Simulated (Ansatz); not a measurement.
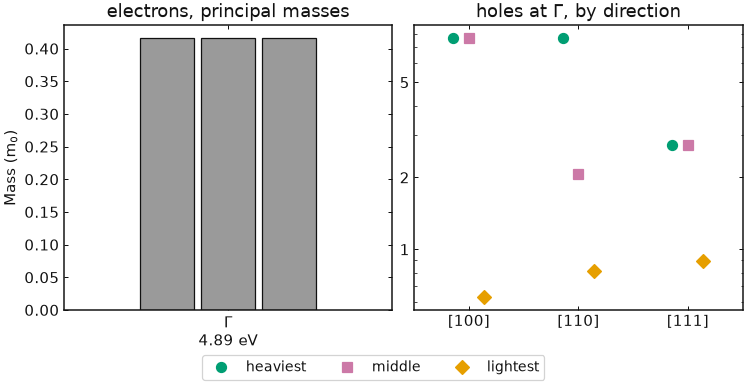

Effective masses at the band extrema of rocksalt RbCl, space group Fm-3m (No. 225), 2 atoms in the primitive cell (cubic a = 6.548 Å), in units of the free-electron mass, from finite differences of the levels. Left, the three principal masses of each conduction valley, with its energy above the valence top; right, the masses of the bands that meet at the valence top.

Computed with Ansatz: PBEsol, all-electron LAPW, no spin polarisation, no spin-orbit coupling, 6×6×6 k mesh, fixed occupations.

### What are the masses of the lowest valley?

It lies at Γ, 4.89 eV above the valence top, and is isotropic with m* = 0.416.

### How do the hole masses depend on direction?

Along [100] 7.7, 7.7 and 0.632; along [110] 7.7, 2.07 and 0.813; along [111] 2.74, 2.74 and 0.898.

LDA, GGA and most meta-GGA functionals understate gaps. Without spin-orbit coupling the bands that meet at the top aren't the heavy and light holes of experiment. An understated gap makes light masses too light.
